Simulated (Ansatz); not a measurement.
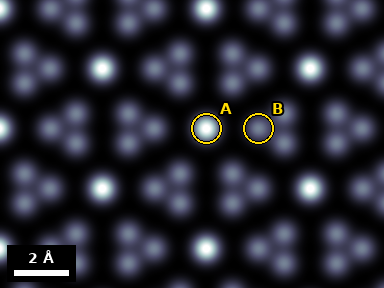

HAADF-like image of Ta (Pm-3n, No. 223) along [111]. Simulated incoherent Z contrast: every atom adds Z^1.7 spread by a probe of 0.78 Å full width; channelling and multiple scattering are left out. The probe carries 25 % of its weight in a tail 2.5 times as wide. Model: the geometry given to an electronic-structure calculation, possibly off equilibrium; the starting structure was generated, so it need not be a known form of this composition.

> Name the elements in each circled column.

A: Ta (2 Ta per 9.29 Å along the beam; the brightest kind). B: Ta (1 Ta per 9.29 Å along the beam; about 50 % of the brightest peak). Brightness is counted from the darkest point of the image.
